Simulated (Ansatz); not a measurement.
## Density-of-states calculation, with input and output: Ir$_{8}$O$_{15}$ (part 2 of 2)

The same run, continued: Ir$_{8}$O$_{15}$ (Pmm2, 23 atoms in the cell); DFT PBE, scalar-relativistic, plane waves, PAW, no spin polarisation (Ansatz 0.2.0); cutoff 420 eV, 5×5×5 k-mesh, Gaussian smearing of 0.1 eV. The structure was built on a prototype by a generator; it need not be a known phase. It belongs to a series of runs on one base structure; here: 1 of 16 O atoms taken out at random, relaxed.

Geometry of the input (Å; fractional positions):
```
-0.0000  -0.0000  6.3120
4.5254  4.5253  -0.0000
-4.4928  4.4927  0.0000
Ir 0.9999  0.0001  0.9997
Ir 0.4992  0.0001  0.9997
Ir 0.0108  0.5001  0.5085
Ir 0.4884  0.5001  0.5085
Ir 0.2496  0.5001  0.9674
Ir 0.7496  0.5001  0.0022
Ir 0.2496  0.0001  0.5011
Ir 0.7496  0.0001  0.5014
O  0.0008  0.3081  0.9921
O  0.4983  0.3081  0.9921
O  0.0023  0.8068  0.5051
O  0.4968  0.8068  0.5051
O  0.2496  0.5001  0.3132
O  0.7496  0.5001  0.3121
O  0.2496  0.0001  0.8079
O  0.7496  0.0001  0.8090
O  0.0008  0.6921  0.9921
O  0.4983  0.6921  0.9921
O  0.0023  0.1934  0.5050
O  0.4968  0.1934  0.5050
O  0.7496  0.5001  0.6952
O  0.2496  0.0001  0.1919
O  0.7496  0.0001  0.1928
```

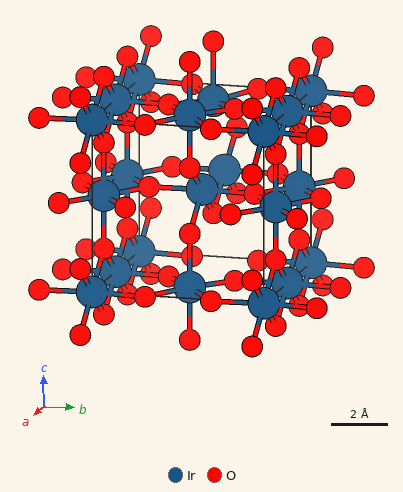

**Figure 1.** The structure as given in the input (ball-and-stick view of the cell of the calculation, seen slightly off an axis; bonded neighbours outside the cell are drawn too).

What the program printed, continued
```
--- Forces (eV/Å), atoms counted from 1 ---
  atom   1  Ir     0.01133234    -0.01113905    -0.00060605
  atom   2  Ir     0.01133234    -0.01113905     0.00060605
  atom   3  Ir    -0.00940282     0.00899954    -0.03542112
  atom   4  Ir    -0.00940282     0.00899954     0.03542112
  atom   5  Ir     0.00473263    -0.00427718    -0.00000000
  atom   6  Ir     0.02922171    -0.02916382    -0.00000000
  atom   7  Ir    -0.00268087     0.00226995     0.00000000
  atom   8  Ir    -0.03479107     0.03444925     0.00000000
  atom   9  O      0.02070058     0.02814344    -0.01252614
  atom  10  O      0.02070058     0.02814344     0.01252614
  atom  11  O      0.03958441     0.03219778    -0.01044135
  atom  12  O      0.03958441     0.03219778     0.01044135
  atom  13  O     -0.01871537     0.01845617     0.00000000
  atom  14  O     -0.01399190     0.01350204     0.00000000
  atom  15  O     -0.03673396     0.03601575     0.00000000
  atom  16  O     -0.02257382     0.02160868     0.00000000
  atom  17  O     -0.02816679    -0.02133796    -0.01296019
  atom  18  O     -0.02816679    -0.02133796     0.01296019
  atom  19  O     -0.03236033    -0.03906547    -0.00981970
  atom  20  O     -0.03236033    -0.03906547     0.00981969
  atom  21  O      0.00899633    -0.00708263    -0.00000000
  atom  22  O      0.03439056    -0.03333444    -0.00000000
  atom  23  O      0.04879630    -0.04806487    -0.00000000
  max |Σ_I F_I| component: 2.53e-5 eV/Å
--- Stress (GPa, compression-positive) ---
        0.159533       0.205134       0.000000
        0.205134       0.164763       0.000000
        0.000000       0.000000      -0.190011
  P = ⅓ Tr σ = 0.0448 GPa (0.448 kbar)
--- Band table (eV; the first three rows and the last of 39) ---
  k-point 0: bands = ["-79.3951", "-79.3922", "-79.3882", "-79.3635", "-79.3498", "-79.0832", "-79.0800", "-78.7364", "-36.3901", "-36.3855", "-36.3817", "-36.3734", "-36.3573", "-36.3435", "-36.3210", "-36.3064", "-36.2771", "-36.2098", "-36.1332", "-36.1260", "-36.1242", "-36.1106", "-36.1074", "-36.0851", "-36.0789", "-36.0746", "-35.9896", "-35.8222", "-35.7150", "-35.6780", "-35.5157", "-35.4741", "-7.0862", "-6.4259", "-6.3181", "-5.8082", "-5.7671", "-5.7271", "-5.5878", "-5.5809", "-5.5314", "-5.4167", "-5.2369", "-5.0509", "-5.0401", "-4.8935", "-4.7828", "4.1972", "4.4215", "4.4577", "5.1697", "5.7324", "5.7644", "5.8651", "5.9328", "6.0951", "6.2028", "6.2154", "6.2870", "6.3556", "6.4716", "6.5644", "6.7012", "6.7259", "7.2618", "7.2624", "7.5392", "8.2033", "8.2407", "8.2607", "8.3456", "8.5701", "8.6020", "8.6931", "8.8035", "8.9469", "9.0792", "9.0897", "9.1139", "9.3570", "9.7022", "9.7653", "9.9091", "10.0412", "10.0913", "10.2764", "10.3260", "10.5888", "10.6491", "10.8384", "10.9768", "11.2944", "11.3992", "11.4930", "11.6302", "11.6462", "11.7368", "11.8380", "11.9271", "11.9580", "12.0825", "12.1415", "12.1512", "12.3593", "12.4846", "12.5099", "12.5388", "12.8356", "13.1037", "13.4083", "13.5412", "13.5788", "13.9315", "14.0808", "14.2364", "14.3955", "14.5366", "15.1542", "15.2120", "15.9330", "16.2885", "16.3310", "16.3994", "16.5625"]
  k-point 1: bands = ["-79.3951", "-79.3922", "-79.3882", "-79.3635", "-79.3498", "-79.0832", "-79.0800", "-78.7364", "-36.3948", "-36.3817", "-36.3817", "-36.3734", "-36.3573", "-36.3418", "-36.3211", "-36.3064", "-36.2770", "-36.2099", "-36.1331", "-36.1260", "-36.1251", "-36.1106", "-36.1072", "-36.0851", "-36.0789", "-36.0746", "-35.9896", "-35.8222", "-35.7149", "-35.6780", "-35.5159", "-35.4741", "-7.0111", "-6.4688", "-6.2585", "-5.8854", "-5.7747", "-5.7142", "-5.6005", "-5.5220", "-5.4830", "-5.4266", "-5.2303", "-5.1574", "-5.0273", "-4.9073", "-4.8578", "4.3904", "4.4369", "4.6012", "5.4157", "5.6181", "5.8202", "5.8622", "5.9852", "6.1017", "6.1192", "6.1963", "6.2858", "6.3441", "6.3527", "6.5424", "6.6484", "7.0475", "7.1083", "7.5168", "7.5982", "8.1645", "8.2247", "8.2592", "8.3417", "8.4393", "8.5119", "8.6612", "8.6735", "8.9252", "8.9894", "9.0565", "9.2245", "9.6023", "9.6169", "9.6409", "9.6646", "9.7673", "10.0521", "10.0532", "10.3626", "10.3807", "10.4423", "10.6340", "10.9740", "11.2614", "11.4170", "11.6101", "11.6303", "11.8647", "11.9574", "12.0592", "12.0877", "12.1103", "12.1293", "12.1615", "12.1778", "12.3056", "12.3871", "12.5229", "12.5565", "12.7797", "12.8791", "13.3602", "13.5050", "13.5691", "14.0152", "14.1310", "14.2954", "14.4529", "14.4905", "15.0514", "15.4881", "15.7275", "15.8582", "16.2920", "16.3993", "16.4883"]
  k-point 2: bands = ["-79.3951", "-79.3922", "-79.3882", "-79.3635", "-79.3498", "-79.0832", "-79.0800", "-78.7364", "-36.3992", "-36.3817", "-36.3786", "-36.3734", "-36.3572", "-36.3392", "-36.3214", "-36.3064", "-36.2768", "-36.2100", "-36.1331", "-36.1264", "-36.1261", "-36.1106", "-36.1070", "-36.0851", "-36.0788", "-36.0746", "-35.9896", "-35.8222", "-35.7147", "-35.6779", "-35.5163", "-35.4741", "-6.8266", "-6.6019", "-6.1226", "-5.9763", "-5.7686", "-5.6822", "-5.6321", "-5.4999", "-5.4496", "-5.3963", "-5.3505", "-5.1996", "-4.9949", "-4.9945", "-4.9414", "4.4138", "4.4484", "5.3793", "5.4092", "5.8863", "5.9955", "6.0408", "6.0547", "6.0828", "6.1008", "6.1149", "6.1833", "6.3238", "6.3967", "6.4578", "6.7169", "7.0071", "7.2244", "7.3138", "7.5045", "7.5115", "8.2085", "8.2590", "8.3057", "8.3191", "8.3365", "8.6771", "8.9419", "8.9522", "9.0430", "9.1539", "9.2117", "9.3370", "9.5030", "9.5560", "9.6205", "9.8273", "9.9672", "9.9698", "9.9906", "10.1340", "10.3668", "10.5472", "10.8473", "11.2350", "11.4668", "11.6306", "11.6324", "11.8697", "11.8823", "11.9566", "12.0881", "12.1827", "12.2053", "12.3214", "12.3414", "12.4165", "12.6141", "12.6273", "12.6349", "12.6785", "12.9795", "13.2530", "13.3124", "13.5747", "13.8892", "14.1321", "14.5470", "14.6014", "14.6902", "14.8246", "15.2006", "15.8048", "15.8609", "16.2976", "16.3991", "16.4964"]
  k-point 38: bands = ["-79.3941", "-79.3932", "-79.3882", "-79.3634", "-79.3499", "-79.0826", "-79.0806", "-78.7364", "-36.3891", "-36.3789", "-36.3768", "-36.3572", "-36.3527", "-36.3398", "-36.3141", "-36.2994", "-36.2858", "-36.2470", "-36.1269", "-36.1191", "-36.1176", "-36.1136", "-36.1119", "-36.0943", "-36.0792", "-36.0557", "-36.0100", "-35.8277", "-35.7052", "-35.6897", "-35.5159", "-35.4745", "-6.4878", "-6.2040", "-6.0935", "-5.8982", "-5.8368", "-5.7302", "-5.6287", "-5.5464", "-5.5044", "-5.4510", "-5.4217", "-5.3926", "-5.2990", "-5.2608", "-4.9237", "4.9677", "5.3382", "5.6097", "5.8300", "5.8478", "5.9363", "5.9735", "6.1030", "6.2118", "6.2434", "6.3341", "6.4209", "6.4715", "6.5618", "6.7883", "6.8874", "7.0533", "7.1330", "7.2459", "7.3312", "7.4010", "7.6235", "7.7936", "7.8753", "8.0631", "8.1889", "8.2433", "8.3442", "8.5384", "8.6269", "8.7305", "8.8453", "8.9679", "9.1405", "9.2693", "9.3094", "9.4483", "9.6897", "9.8576", "10.0867", "10.2143", "10.3957", "10.4853", "10.6512", "11.0050", "11.5087", "11.6907", "11.8612", "11.9416", "12.1043", "12.4162", "12.4581", "12.4936", "12.5627", "12.6022", "12.6714", "12.8005", "12.8679", "12.9354", "12.9653", "13.1788", "13.2644", "13.4577", "13.6710", "13.7867", "13.8655", "14.0329", "14.1911", "14.2757", "14.3584", "14.9032", "15.4252", "15.7304", "15.7583", "16.3167", "16.4060", "16.4850"]
--- Löwdin populations: 23 sites ---
  site symbol       q [e]
     0     Ir     15.5780
     1     Ir     15.5780
     2     Ir     15.7805
     3     Ir     15.7805
     4     Ir     15.9148
     5     Ir     15.5608
     6     Ir     15.5660
     7     Ir     15.5932
     8      O      6.6374
     9      O      6.6374
    10      O      6.6421
    11      O      6.6421
    12      O      6.6423
    13      O      6.6719
    14      O      6.6428
    15      O      6.6417
    16      O      6.6374
    17      O      6.6374
    18      O      6.6421
    19      O      6.6421
    20      O      6.6507
    21      O      6.6415
    22      O      6.6526
  spilling = 0.004366 (of n_electrons = 226.000000)
```

File populations.tsv
```
# site	symbol	l	j	q
# orbitals = lowdin
# n_electrons = 226.000000
# spilling = 0.004366
0	Ir	0_5S	-	1.990927
0	Ir	0_6S	-	0.526646
0	Ir	1_5P	-	5.993830
0	Ir	2_5D	-	7.066605
1	Ir	0_5S	-	1.990927
1	Ir	0_6S	-	0.526646
1	Ir	1_5P	-	5.993830
1	Ir	2_5D	-	7.066605
2	Ir	0_5S	-	1.992327
2	Ir	0_6S	-	0.605456
2	Ir	1_5P	-	5.993905
2	Ir	2_5D	-	7.188771
3	Ir	0_5S	-	1.992327
3	Ir	0_6S	-	0.605456
3	Ir	1_5P	-	5.993905
3	Ir	2_5D	-	7.188771
4	Ir	0_5S	-	1.993144
4	Ir	0_6S	-	0.650109
4	Ir	1_5P	-	5.994927
4	Ir	2_5D	-	7.276623
5	Ir	0_5S	-	1.991202
5	Ir	0_6S	-	0.528608
5	Ir	1_5P	-	5.993930
5	Ir	2_5D	-	7.047050
6	Ir	0_5S	-	1.990716
6	Ir	0_6S	-	0.522127
6	Ir	1_5P	-	5.993787
6	Ir	2_5D	-	7.059375
7	Ir	0_5S	-	1.991227
7	Ir	0_6S	-	0.527907
7	Ir	1_5P	-	5.993905
7	Ir	2_5D	-	7.080156
8	O	0_2S	-	1.779386
8	O	1_2P	-	4.857968
9	O	0_2S	-	1.779386
9	O	1_2P	-	4.857968
10	O	0_2S	-	1.777795
10	O	1_2P	-	4.864347
11	O	0_2S	-	1.777795
11	O	1_2P	-	4.864347
12	O	0_2S	-	1.813922
12	O	1_2P	-	4.828394
13	O	0_2S	-	1.822228
13	O	1_2P	-	4.849633
14	O	0_2S	-	1.772107
14	O	1_2P	-	4.870718
15	O	0_2S	-	1.771801
15	O	1_2P	-	4.869900
16	O	0_2S	-	1.779386
16	O	1_2P	-	4.857969
17	O	0_2S	-	1.779386
17	O	1_2P	-	4.857969
18	O	0_2S	-	1.777793
18	O	1_2P	-	4.864346
19	O	0_2S	-	1.777793
19	O	1_2P	-	4.864346
20	O	0_2S	-	1.790093
20	O	1_2P	-	4.860614
21	O	0_2S	-	1.774040
21	O	1_2P	-	4.867500
22	O	0_2S	-	1.774161
22	O	1_2P	-	4.878442
```

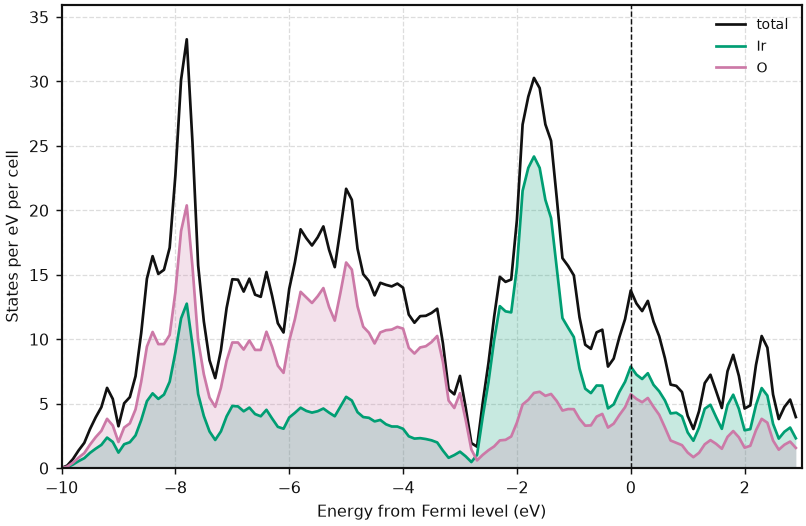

**Figure 2.** Density of states (projected on Löwdin-orthogonalised atomic shells), with energies from the Fermi level. There are states at the Fermi level: a metal at this level of theory.
